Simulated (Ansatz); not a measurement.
Cell and atoms:

```xyz
9
Lattice="3.2313 0.0000 0.0000 -1.6156 2.7983 0.0000 0.0000 0.0000 10.5086" Properties=species:S:1:pos:R:3 pbc="T T T"
Mg    0.0000    0.0000    0.0000
O     1.6156    0.9328    8.0129
O     1.6156    0.9328    9.5014
Mg    1.6156    0.9328    3.5029
O     0.0000    1.8656    1.0071
O     0.0000    1.8656    2.4957
Mg    0.0000    1.8656    7.0057
O     0.0000    0.0000    4.5100
O     0.0000    0.0000    5.9986
```

> Give a crystallographic description of this input.

The solid is MgO₂. The structure has R-3m (No. 166) symmetry and a rhombohedral (trigonal R) lattice. One cell contains 3 Mg, 6 O, 9 atoms in all. Coordination numbers (contacts within bonding distance): Mg 6 and O 4.

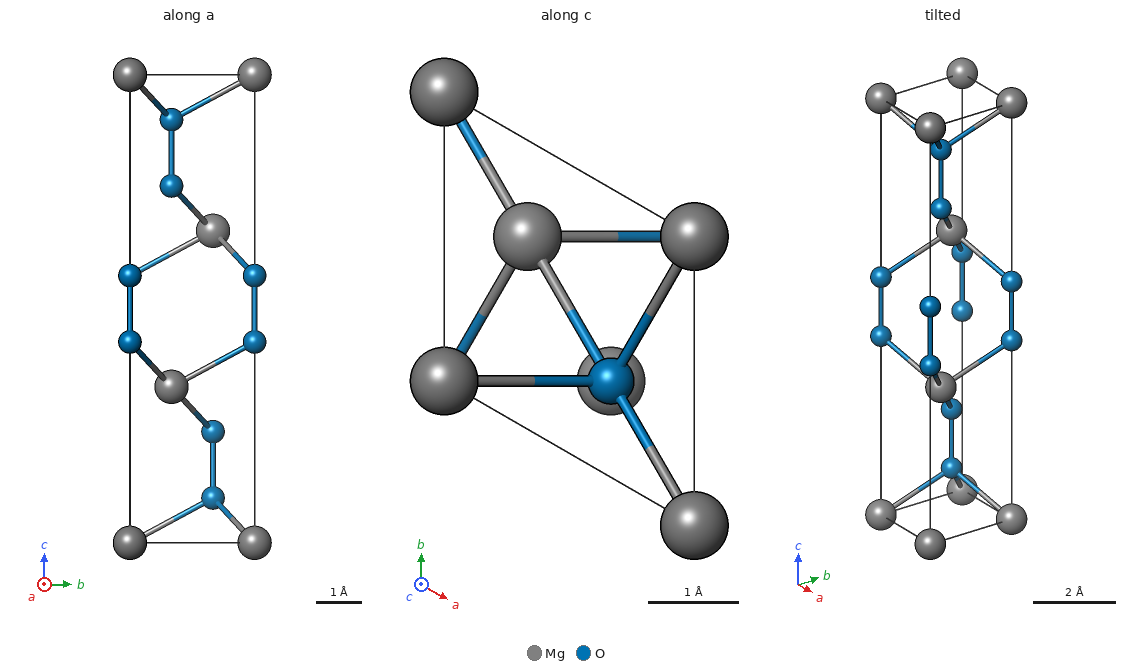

View along the a axis, along the c axis and slightly off an axis, drawn as a ball-and-stick model. The parallelepiped is the conventional unit cell.

It derives from a structure listed in the Materials Project. It was relaxed at fixed volume with Ansatz, DFT r2SCAN, scalar-relativistic, plane waves, PAW.

At this level of theory the cell isn't at rest (stretched, at -7 GPa), so its distances can differ from those at equilibrium, the more so the softer the solid.
